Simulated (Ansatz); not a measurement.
**NaI: density, localisation and related maps**

Input file:

```
crystal:
  lattice:
    - [4.5046454201, 0.0, 0.0]
    - [-2.25232271, 3.9011373688, 0.0]
    - [0.0, 0.0, 7.6757022934]
  atoms:
    - { symbol: Na, position: [0.0, 0.0, 0.0] }
    - { symbol: Na, position: [0.0, 0.0, 0.5] }
    - { symbol: I, position: [0.3333333333, 0.6666666667, 0.25] }
    - { symbol: I, position: [0.6666666667, 0.3333333333, 0.75] }
kpoints:
  mp_grid: { grid: [6, 6, 4] }
  band_path:
    path:
      - [0.0, 0.0, 0.0]
      - [0.5, 0.0, 0.0]
      - [0.3333333333, 0.3333333333, 0.0]
      - [0.0, 0.0, 0.5]
      - [0.5, 0.0, 0.5]
      - [0.3333333333, 0.3333333333, 0.5]
    npoints: 1
hamiltonian:
  xc: pbe
scf:
  occupations: { method: fixed }
  n_extra_bands: 10
magnetization:
  noncollinear: true
  spin_orbit: true
output:
  forces: true
  stress: true
  eigenvalues: true
  write_density: true
  write_potential: true
  elf: true
  volumetric_format: npy
```

Run with:

```sh
ansatz run input.yaml --threads 2 --pin off --max-ram 2211MiB --backend cpu --events-out ev --progress --plain --runs-dir out
```

Below, planes, directions and counts refer to the conventional cell (a = 4.50 Å, b = 4.50 Å, c = 7.68 Å, α = 90.00°, β = 90.00°, γ = 120.00°).

Space group P6₃/mmc; started from the NiAs prototype, which need not be the ambient phase.

These are results of DFT, PBE with spin-orbit coupling, plane waves, PAW (Ansatz), not measurements.

In a PAW calculation such maps are meaningful between the atoms, not at the nuclei.

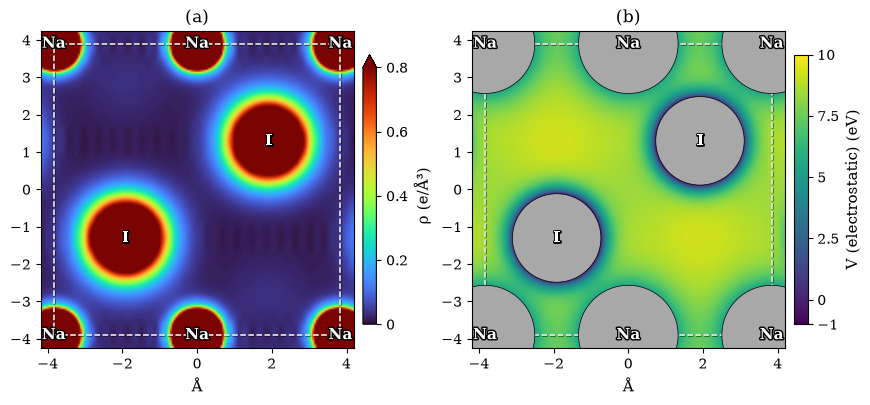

Figure 1. (a) valence pseudo-density; (b) electrostatic potential energy of an electron on the (110) plane of the conventional cell. Grey discs cover the atomic cores in the potential map.

### What does the map show?

The section cuts through Na and I sites.
Na–I (3.23 Å): the density is about 0.13 e/Å³ at the midpoint, with its minimum of 0.06 e/Å³ about 1.2 Å from Na.
Between the atoms the lowest density in this plane is 0.006 e/Å³.
Outside the cores the potential energy rises away from the atoms and is highest about 2.6 Å from the nearest atoms; its zero is arbitrary.

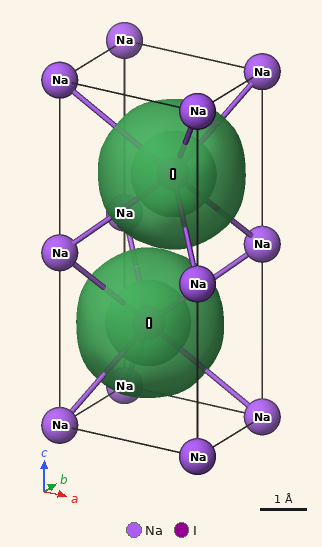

Figure 2. Isosurface of the electron localisation function at 0.65 (green), seen slightly off an axis. Core shells and regions of very low density are left out. Sticks mark near contacts.

### What do the ELF domains correspond to?

At this value the surface marks out two regions wrapped around I (the valence shell of each), counted in one cell of 4 atoms. Regions shared between cells count once. Profiles from the grid: Na–I (3.23 Å): the ELF peaks at about 0.80 in the valence shell of I, 1.3 Å from its nucleus, and falls to about 0 next to Na (an ionic contact with no shared pair).

### Does the calculation give a band gap?

It is gapped, with a Kohn–Sham gap of 3.2 eV on the k-point mesh (the band edges may lie off the mesh, which would make the gap smaller).
